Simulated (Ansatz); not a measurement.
Consider this structure.

```cif
data_structure
_symmetry_space_group_name_H-M 'P 1'
_symmetry_Int_Tables_number 1
_cell_length_a 3.4785
_cell_length_b 3.4785
_cell_length_c 5.5429
_cell_angle_alpha 90.000
_cell_angle_beta 90.000
_cell_angle_gamma 90.000
_cell_volume 67.07
loop_
_atom_site_label
_atom_site_type_symbol
_atom_site_fract_x
_atom_site_fract_y
_atom_site_fract_z
_atom_site_occupancy
Si1 Si 0.00000 0.00000 0.00000 1
Ge1 Ge 0.00000 0.50000 0.25000 1
Si2 Si 0.50000 0.50000 0.50000 1
Ge2 Ge 0.50000 0.00000 0.75000 1
```

Question: What would you see if this were drawn?

Answer: Composition: SiGe. The symmetry is that of I-4m2 (No. 119), on a body-centred tetragonal lattice. With Z = 2, the cell contains 2 Si, 2 Ge. The polyhedra are GeSi4 tetrahedra; they share corners. Around each Si lie four Ge in a distorted tetrahedral arrangement at 2.22 Å. Ge is surrounded by four Si in a distorted tetrahedral arrangement at 2.22 Å. The bonds build a three-dimensional framework.

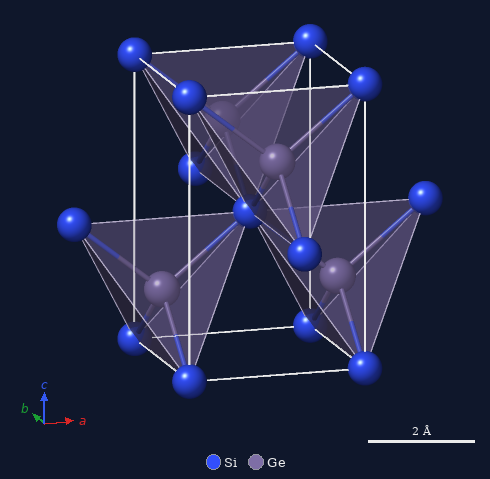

Drawn in the polyhedral manner and seen slightly off an axis. The conventional unit cell is outlined; an atom on or near a face, edge or corner is repeated at each equivalent position. Some neighbours outside the box are added. Colours: silicon blue, germanium purple.

The model was built from a structure listed in the Materials Project. The cell was then strained or its atoms displaced on purpose. Ansatz was used for an electronic-structure calculation on it.

At this level of theory the cell isn't at rest (compressed, at 33 GPa), so its distances can differ from those at equilibrium, the more so the softer the solid.
